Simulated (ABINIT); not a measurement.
## Run report: InP, dielectric calculation (part 2 of 3)

Continued. System: InP (F-43m, 2 atoms in the cell). Method: Kohn-Sham DFT of a periodic cell, LDA, PseudoDojo NC SR LDA v0.4.1 standard, no spin polarisation (ABINIT 10.8.3); cutoff 843.55 eV, 4×4×4 k-mesh, fixed occupations. The structure derives from an entry of the Crystallography Open Database.

Geometry of the input (Å; fractional positions):
```
0.0000  2.9305  2.9305
2.9305  0.0000  2.9305
2.9305  2.9305  0.0000
In 0.0000  0.0000  0.0000
P  0.7500  0.7500  0.7500
```

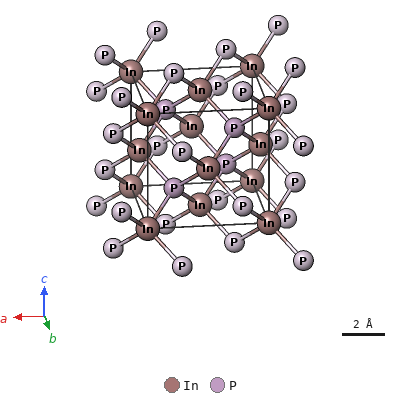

The input geometry (ball-and-stick view of the cell 4 times as large as that of the calculation, set on its symmetry axes, seen at an oblique angle; neighbours outside the cell are drawn fainter).

**Output, continued**
```
     iter   2DEtotal(Ha)        deltaE(Ha) residm    vres2
-ETOT  1  -32.572158889451     -3.257E+01 1.041E+00 0.000E+00
 ETOT  2  -32.737576301226     -1.654E-01 1.701E-01 0.000E+00
 ETOT  3  -32.747273702055     -9.697E-03 1.737E-02 0.000E+00
 ETOT  4  -32.748413177807     -1.139E-03 3.259E-03 0.000E+00
 ETOT  5  -32.748580420711     -1.672E-04 4.135E-04 0.000E+00
 ETOT  6  -32.748607103906     -2.668E-05 9.885E-05 0.000E+00
 ETOT  7  -32.748611534399     -4.430E-06 1.297E-05 0.000E+00
 ETOT  8  -32.748612284946     -7.505E-07 3.200E-06 0.000E+00
 ETOT  9  -32.748612413751     -1.288E-07 4.114E-07 0.000E+00
 ETOT 10  -32.748612436029     -2.228E-08 1.027E-07 0.000E+00
 ETOT 11  -32.748612439908     -3.878E-09 1.305E-08 0.000E+00
 ETOT 12  -32.748612440586     -6.781E-10 3.290E-09 0.000E+00
 ETOT 13  -32.748612440705     -1.190E-10 4.192E-10 0.000E+00
 ETOT 14  -32.748612440726     -2.102E-11 1.060E-10 0.000E+00
 ETOT 15  -32.748612440730     -3.752E-12 1.359E-11 0.000E+00
 ETOT 16  -32.748612440730     -6.182E-13 3.437E-12 0.000E+00
 ETOT 17  -32.748612440731     -1.137E-13 4.429E-13 0.000E+00
 ETOT 18  -32.748612440731     -2.842E-14 1.120E-13 0.000E+00
 ETOT 19  -32.748612440731      0.000E+00 1.449E-14 0.000E+00
 ETOT 20  -32.748612440731      1.421E-14 3.666E-15 0.000E+00
 ETOT 21  -32.748612440731      0.000E+00 4.755E-16 0.000E+00
 ETOT 22  -32.748612440731     -2.842E-14 1.205E-16 0.000E+00
 ETOT 23  -32.748612440731      7.105E-15 1.567E-17 0.000E+00
 ETOT 24  -32.748612440731      2.132E-14 3.981E-18 0.000E+00
 ETOT 25  -32.748612440731      0.000E+00 9.989E-19 0.000E+00

 At SCF step   25   max residual=  9.99E-19 < tolwfr=  1.00E-18 =>converged.
================================================================================

 ----iterations are completed or convergence reached----

 Mean square residual over all n,k,spin=   58.824E-20; max=  99.888E-20
 dfpt_looppert : ek2=    3.4757002517E+01
          f-sum rule ratio=    1.0056901082E+00
 Expectation of eigenvalue derivatives (hartree) for nkpt= 128  k points:
  (in case of degenerate eigenvalues, averaged derivative)
 kpt#   1, nband=  9, wtk=  0.00781, kpt= -0.1250 -0.2500  0.0000 (reduced coord)
   0.00781   -0.00583   -0.00474    0.00427   -0.00227   -0.03387   -0.05480    0.14529
   0.19972
 prteigrs : prtvol=0 or 1, do not print more k-points.

 2DEtotal=   -0.3274861244E+02 Ha. Also 2DEtotal=   -0.891135142145E+03 eV
    (  non-var. 2DEtotal :   -3.2748612439E+01 Ha)

--------------------------------------------------------------------------------
 Perturbation wavevector (in red.coord.)   0.000000  0.000000  0.000000
 Perturbation : derivative vs k along direction   2
 The set of symmetries contains only one element for this perturbation.
 symkpt : not enough symmetry to change the number of k points.

--------------------------------------------------------------------------------

--------------------------------------------------------------------------------

 Initialisation of the first-order wave-functions :
  ireadwf=   0

--- !BeginCycle
iteration_state: {dtset: 2, }
solver: {iscf: -3, nstep: 80, nline: 4, wfoptalg: 0, }
tolerances: {tolwfr: 1.00E-18, }
...

     iter   2DEtotal(Ha)        deltaE(Ha) residm    vres2
-ETOT  1  -32.572158889309     -3.257E+01 1.041E+00 0.000E+00
 ETOT  2  -32.737576301083     -1.654E-01 1.701E-01 0.000E+00
 ETOT  3  -32.747273701912     -9.697E-03 1.737E-02 0.000E+00
 ETOT  4  -32.748413177663     -1.139E-03 3.259E-03 0.000E+00
 ETOT  5  -32.748580420567     -1.672E-04 4.135E-04 0.000E+00
 ETOT  6  -32.748607103762     -2.668E-05 9.885E-05 0.000E+00
 ETOT  7  -32.748611534256     -4.430E-06 1.297E-05 0.000E+00
 ETOT  8  -32.748612284802     -7.505E-07 3.200E-06 0.000E+00
 ETOT  9  -32.748612413607     -1.288E-07 4.114E-07 0.000E+00
 ETOT 10  -32.748612435886     -2.228E-08 1.027E-07 0.000E+00
 ETOT 11  -32.748612439765     -3.878E-09 1.305E-08 0.000E+00
 ETOT 12  -32.748612440443     -6.781E-10 3.290E-09 0.000E+00
 ETOT 13  -32.748612440562     -1.191E-10 4.192E-10 0.000E+00
 ETOT 14  -32.748612440583     -2.100E-11 1.060E-10 0.000E+00
 ETOT 15  -32.748612440586     -3.681E-12 1.359E-11 0.000E+00
 ETOT 16  -32.748612440587     -6.395E-13 3.437E-12 0.000E+00
 ETOT 17  -32.748612440587     -1.279E-13 4.429E-13 0.000E+00
 ETOT 18  -32.748612440587     -7.105E-15 1.120E-13 0.000E+00
 ETOT 19  -32.748612440587     -1.421E-14 1.449E-14 0.000E+00
 ETOT 20  -32.748612440587     -2.132E-14 3.666E-15 0.000E+00
 ETOT 21  -32.748612440587      1.421E-14 4.755E-16 0.000E+00
 ETOT 22  -32.748612440587      0.000E+00 1.205E-16 0.000E+00
 ETOT 23  -32.748612440587      1.421E-14 1.567E-17 0.000E+00
 ETOT 24  -32.748612440587     -7.105E-15 3.981E-18 0.000E+00
 ETOT 25  -32.748612440587     -2.842E-14 9.998E-19 0.000E+00

 At SCF step   25   max residual=  1.00E-18 < tolwfr=  1.00E-18 =>converged.
================================================================================

 ----iterations are completed or convergence reached----

 Mean square residual over all n,k,spin=   58.805E-20; max=  99.976E-20
 dfpt_looppert : ek2=    3.4757002517E+01
          f-sum rule ratio=    1.0056901082E+00
 Expectation of eigenvalue derivatives (hartree) for nkpt= 128  k points:
  (in case of degenerate eigenvalues, averaged derivative)
 kpt#   1, nband=  9, wtk=  0.00781, kpt= -0.1250 -0.2500  0.0000 (reduced coord)
   0.01107   -0.00376   -0.00511    0.00034   -0.00162   -0.15908    0.48734    0.11031
   0.14524
 prteigrs : prtvol=0 or 1, do not print more k-points.

 2DEtotal=   -0.3274861244E+02 Ha. Also 2DEtotal=   -0.891135142141E+03 eV
    (  non-var. 2DEtotal :   -3.2748612439E+01 Ha)

--------------------------------------------------------------------------------
 Perturbation wavevector (in red.coord.)   0.000000  0.000000  0.000000
 Perturbation : derivative vs k along direction   3
 The set of symmetries contains only one element for this perturbation.
 symkpt : not enough symmetry to change the number of k points.

--------------------------------------------------------------------------------

--------------------------------------------------------------------------------

 Initialisation of the first-order wave-functions :
  ireadwf=   0

--- !BeginCycle
iteration_state: {dtset: 2, }
solver: {iscf: -3, nstep: 80, nline: 4, wfoptalg: 0, }
tolerances: {tolwfr: 1.00E-18, }
...

     iter   2DEtotal(Ha)        deltaE(Ha) residm    vres2
-ETOT  1  -32.572158889166     -3.257E+01 1.041E+00 0.000E+00
 ETOT  2  -32.737576300940     -1.654E-01 1.701E-01 0.000E+00
 ETOT  3  -32.747273701769     -9.697E-03 1.737E-02 0.000E+00
 ETOT  4  -32.748413177520     -1.139E-03 3.259E-03 0.000E+00
 ETOT  5  -32.748580420424     -1.672E-04 4.135E-04 0.000E+00
 ETOT  6  -32.748607103619     -2.668E-05 9.885E-05 0.000E+00
 ETOT  7  -32.748611534112     -4.430E-06 1.297E-05 0.000E+00
 ETOT  8  -32.748612284659     -7.505E-07 3.200E-06 0.000E+00
 ETOT  9  -32.748612413464     -1.288E-07 4.114E-07 0.000E+00
 ETOT 10  -32.748612435742     -2.228E-08 1.027E-07 0.000E+00
 ETOT 11  -32.748612439621     -3.879E-09 1.305E-08 0.000E+00
 ETOT 12  -32.748612440299     -6.782E-10 3.290E-09 0.000E+00
 ETOT 13  -32.748612440418     -1.191E-10 4.192E-10 0.000E+00
 ETOT 14  -32.748612440439     -2.100E-11 1.060E-10 0.000E+00
 ETOT 15  -32.748612440443     -3.688E-12 1.359E-11 0.000E+00
 ETOT 16  -32.748612440444     -6.608E-13 3.437E-12 0.000E+00
 ETOT 17  -32.748612440444     -1.279E-13 4.429E-13 0.000E+00
 ETOT 18  -32.748612440444      1.421E-14 1.120E-13 0.000E+00
 ETOT 19  -32.748612440444     -2.842E-14 1.449E-14 0.000E+00
 ETOT 20  -32.748612440444      1.421E-14 3.666E-15 0.000E+00
 ETOT 21  -32.748612440444     -2.132E-14 4.755E-16 0.000E+00
 ETOT 22  -32.748612440444      1.421E-14 1.205E-16 0.000E+00
 ETOT 23  -32.748612440444     -1.421E-14 1.567E-17 0.000E+00
 ETOT 24  -32.748612440444      3.553E-14 3.981E-18 0.000E+00
 ETOT 25  -32.748612440444     -2.842E-14 9.993E-19 0.000E+00

 At SCF step   25   max residual=  9.99E-19 < tolwfr=  1.00E-18 =>converged.
================================================================================

 ----iterations are completed or convergence reached----

 Mean square residual over all n,k,spin=   58.877E-20; max=  99.927E-20
 dfpt_looppert : ek2=    3.4757002517E+01
          f-sum rule ratio=    1.0056901081E+00
 Expectation of eigenvalue derivatives (hartree) for nkpt= 128  k points:
  (in case of degenerate eigenvalues, averaged derivative)
 kpt#   1, nband=  9, wtk=  0.00781, kpt= -0.1250 -0.2500  0.0000 (reduced coord)
  -0.00944    0.00479    0.00493   -0.00231    0.00195    0.09648   -0.21627   -0.12780
  -0.17248
 prteigrs : prtvol=0 or 1, do not print more k-points.

 2DEtotal=   -0.3274861244E+02 Ha. Also 2DEtotal=   -0.891135142137E+03 eV
    (  non-var. 2DEtotal :   -3.2748612439E+01 Ha)
================================================================================

 ---- first-order wavefunction calculations are completed ----

 Total localisation tensor (bohr^2) in cartesian coordinates
  WARNING : still subject to testing - especially symmetries.
      direction              matrix element
   alpha     beta       real part   imaginary part
     1        1       2.3041003879   -0.0000000000
     1        2       1.1520501939    0.0000000000
     1        3       1.1520501939   -0.0000000000
     2        1       1.1520501939    0.0000000000
     2        2       2.3041003879    0.0000000000
     2        3       1.1520501939    0.0000000000
     3        1       1.1520501939   -0.0000000000
     3        2       1.1520501939    0.0000000000
     3        3       2.3041003879    0.0000000000

 respfn : d/dk was computed, but no 2DTE, so no DDB output.

================================================================================
== DATASET  3 ==================================================================

--- !DatasetInfo
iteration_state: {dtset: 3, }
dimensions: {natom: 2, nkpt: 128, mband: 9, nsppol: 1, nspinor: 1, nspden: 1, mpw: 2809, }
cutoff_energies: {ecut:  31.0, pawecutdg:  -1.0, }
electrons: {nelect:   1.80000000E+01, charge:   0.00000000E+00, occopt:   1.00000000E+00, tsmear:   1.00000000E-02, }
meta: {optdriver: 1, rfelfd: 3, }
...

 mkfilename : getwfk/=0, take file _WFK from output of DATASET   1.

 mkfilename : getddk/=0, take file _1WF from output of DATASET   2.

 Exchange-correlation functional for the present dataset will be:
  LDA: Perdew-Wang 92 LSD fit to Ceperley-Alder data - ixc=7
  J.P.Perdew and Y.Wang, PRB 45, 13244 (1992)

 Real(R)+Recip(G) space primitive vectors, cartesian coordinates (Bohr,Bohr^-1):
 R(1)=  0.0000000  5.5378424  5.5378424  G(1)= -0.0902879  0.0902879  0.0902879
 R(2)=  5.5378424  0.0000000  5.5378424  G(2)=  0.0902879 -0.0902879  0.0902879
 R(3)=  5.5378424  5.5378424  0.0000000  G(3)=  0.0902879  0.0902879 -0.0902879
 Unit cell volume ucvol=  3.3966576E+02 bohr^3
 Angles (23,13,12)=  6.00000000E+01  6.00000000E+01  6.00000000E+01 degrees
 setup1 : take into account q-point for computing boxcut.

 getcut: wavevector=  0.0000  0.0000  0.0000  ngfft=  40  40  40
         ecut(hartree)=     31.000   => boxcut(ratio)=   2.03779
--------------------------------------------------------------------------------

 ==>  initialize data related to q vector <==

 The list of irreducible perturbations for this q vector is:
    1)    idir= 1    ipert=   4

================================================================================

 The perturbation idir=   2  ipert=   4 is
 symmetric of a previously calculated perturbation.
 So, its SCF calculation is not needed.

 The perturbation idir=   3  ipert=   4 is
 symmetric of a previously calculated perturbation.
 So, its SCF calculation is not needed.

--------------------------------------------------------------------------------
 Perturbation wavevector (in red.coord.)   0.000000  0.000000  0.000000
 Perturbation : homogeneous electric field along direction   1
 The set of symmetries contains only one element for this perturbation.
 symkpt : not enough symmetry to change the number of k points.

--------------------------------------------------------------------------------

--------------------------------------------------------------------------------

 Initialisation of the first-order wave-functions :
  ireadwf=   0

--- !BeginCycle
iteration_state: {dtset: 3, }
solver: {iscf: 7, nstep: 80, nline: 4, wfoptalg: 0, }
tolerances: {tolvrs: 1.00E-08, }
...

     iter   2DEtotal(Ha)        deltaE(Ha) residm    vres2
-ETOT  1  -280.69967153799     -2.807E+02 1.355E+02 4.455E+04
 ETOT  2  -301.06493466738     -2.037E+01 1.790E+01 2.605E+03
 ETOT  3  -302.49963864880     -1.435E+00 1.124E+00 1.092E+02
 ETOT  4  -302.60120195739     -1.016E-01 1.589E-01 9.434E+00
 ETOT  5  -302.61398535141     -1.278E-02 2.657E-02 6.183E-02
 ETOT  6  -302.61531282877     -1.327E-03 3.907E-03 1.781E-02
 ETOT  7  -302.61553566371     -2.228E-04 7.215E-04 1.879E-03
 ETOT  8  -302.61557239511     -3.673E-05 1.047E-04 4.038E-05
 ETOT  9  -302.61557846446     -6.069E-06 2.029E-05 1.544E-05
 ETOT 10  -302.61557949393     -1.029E-06 2.909E-06 3.094E-06
 ETOT 11  -302.61557966660     -1.727E-07 5.765E-07 5.959E-07
 ETOT 12  -302.61557969623     -2.963E-08 8.471E-08 9.783E-08
 ETOT 13  -302.61557970125     -5.019E-09 1.696E-08 6.565E-09

 At SCF step   13       vres2   =  6.57E-09 < tolvrs=  1.00E-08 =>converged.
-open ddk wf file :runo_DS2_1WF7
-open ddk wf file :runo_DS2_1WF8
-open ddk wf file :runo_DS2_1WF9
================================================================================

 ----iterations are completed or convergence reached----

 Mean square residual over all n,k,spin=   56.159E-12; max=  16.959E-09

 2DEtotal=   -0.3026155797E+03 Ha. Also 2DEtotal=   -0.823458942330E+04 eV
    (  non-var. 2DEtotal :   -3.0261541101E+02 Ha)
================================================================================

 ---- first-order wavefunction calculations are completed ----

 ==> Compute Derivative Database <==
 The violation of the charge neutrality conditions
 by the effective charges is as follows :
    atom        electric field
 displacement     direction
       1               1       -0.102421        0.000000
       1               2       -0.000000        0.000000
       1               3       -0.000000        0.000000
       2               1       -0.000000        0.000000
       2               2       -0.102421        0.000000
       2               3        0.000000        0.000000
       3               1        0.000000        0.000000
       3               2        0.000000        0.000000
       3               3       -0.102421        0.000000

 Effective charge tensors after
 imposition of the charge neutrality (if requested by user),
 and eventual restriction to some part :
   atom    displacement
         1         1    2.556721E+00   -1.800377E-15    1.083204E-15
         1         2   -3.132644E-15    2.556721E+00   -1.089848E-15
         1         3    2.688555E-15    1.800377E-15    2.556721E+00
         2         1   -2.556721E+00    1.800377E-15   -1.083204E-15
         2         2    3.132644E-15   -2.556721E+00    1.089848E-15
         2         3   -2.688555E-15   -1.800377E-15   -2.556721E+00
 Now, the imaginary part of the dynamical matrix is zeroed

  Dielectric tensor, in cartesian coordinates,
     j1       j2             matrix element
  dir pert dir pert     real part    imaginary part

   1    4   1    4        12.5960296369        -0.0000000000

   2    4   2    4        12.5960296369        -0.0000000000

   3    4   3    4        12.5960296369        -0.0000000000

  Effective charges, in cartesian coordinates,
  (from electric field response)
   if specified in the inputs, charge neutrality has been imposed
     j1       j2             matrix element
  dir pert dir pert     real part    imaginary part

   1    1   1    4         2.5567214529         0.0000000000
   1    2   1    4        -2.5567214529         0.0000000000

   2    1   2    4         2.5567214529         0.0000000000
   2    2   2    4        -2.5567214529         0.0000000000

   3    1   3    4         2.5567214529         0.0000000000
   3    2   3    4        -2.5567214529         0.0000000000

== END DATASET(S) ==============================================================
================================================================================

 -outvars: echo values of variables after computation  --------
            acell      7.8316918400E+00  7.8316918400E+00  7.8316918400E+00 Bohr
           etotal1    -7.3218796667E+01
           etotal2    -3.2748612440E+01
           etotal3    -3.0261557970E+02
            fcart1     2.2791862882E-30 -3.7986438137E-30 -7.5972876275E-31
                      -2.2791862882E-30  3.7986438137E-30  7.5972876275E-31
            fcart3     0.0000000000E+00  0.0000000000E+00  0.0000000000E+00
                       0.0000000000E+00  0.0000000000E+00  0.0000000000E+00
            rprim      0.0000000000E+00  7.0710678120E-01  7.0710678120E-01
                       7.0710678120E-01  0.0000000000E+00  7.0710678120E-01
                       7.0710678120E-01  7.0710678120E-01  0.0000000000E+00
           strten1     6.4648374739E-05  6.4648374739E-05  6.4648374739E-05
                       0.0000000000E+00  0.0000000000E+00  0.0000000000E+00
           strten3     0.0000000000E+00  0.0000000000E+00  0.0000000000E+00
                       0.0000000000E+00  0.0000000000E+00  0.0000000000E+00
           xangst      0.0000000000E+00  0.0000000000E+00  0.0000000000E+00
                       4.3957499971E+00  4.3957499971E+00  4.3957499971E+00
             xred      0.0000000000E+00  0.0000000000E+00  0.0000000000E+00
                       7.5000000000E-01  7.5000000000E-01  7.5000000000E-01
 Calculation completed.
```

**File anaddb.abo**
```
.Version 10.8.3 of ANADDB
================================================================================

 -outvars_anaddb: echo values of input variables ----------------------

 Flags :
     dieflag         2
 Miscellaneous information :
         asr         1

================================================================================

 read the DDB information and perform some checks

  ==== Info on the Cryst% object ====
 Real(R)+Recip(G) space primitive vectors, cartesian coordinates (Bohr,Bohr^-1):
 R(1)=  0.0000000  5.5378424  5.5378424  G(1)= -0.0902879  0.0902879  0.0902879
 R(2)=  5.5378424  0.0000000  5.5378424  G(2)=  0.0902879 -0.0902879  0.0902879
 R(3)=  5.5378424  5.5378424  0.0000000  G(3)=  0.0902879  0.0902879 -0.0902879
 Unit cell volume ucvol=  3.3966576E+02 bohr^3
 Angles (23,13,12)=  6.00000000E+01  6.00000000E+01  6.00000000E+01 degrees
 Time-reversal symmetry is present
 Reduced atomic positions [iatom, xred, symbol]:
    1)    0.0000000  0.0000000  0.0000000  In
    2)    0.7500000  0.7500000  0.7500000   P

 DDB file with 3 blocks has been read.

================================================================================

 Dielectric Tensor and Effective Charges

 anaddb : Zero the imaginary part of the Dynamical Matrix at Gamma,
   and impose the ASR on the effective charges

 The violation of the charge neutrality conditions
 by the effective charges is as follows :
    atom        electric field
 displacement     direction
       1               1       -0.102421        0.000000
       1               2        0.000000        0.000000
       1               3        0.000000        0.000000
       2               1        0.000000        0.000000
       2               2       -0.102421        0.000000
       2               3       -0.000000        0.000000
       3               1       -0.000000        0.000000
       3               2       -0.000000        0.000000
       3               3       -0.102421        0.000000

 Effective charge tensors after
 imposition of the charge neutrality (if requested by user),
 and eventual restriction to some part :
   atom    displacement
         1         1    2.556721E+00    1.986703E-16    1.997937E-16
         1         2    1.986703E-16    2.556721E+00   -1.975468E-16
         1         3   -1.986703E-16   -1.986703E-16    2.556721E+00
         2         1   -2.556721E+00   -1.986703E-16   -1.997937E-16
         2         2   -1.986703E-16   -2.556721E+00    1.975468E-16
         2         3    1.986703E-16    1.986703E-16   -2.556721E+00
 Now, the imaginary part of the dynamical matrix is zeroed

================================================================================

 anaddb : the run completed successfully.
```

The run was set up as follows.
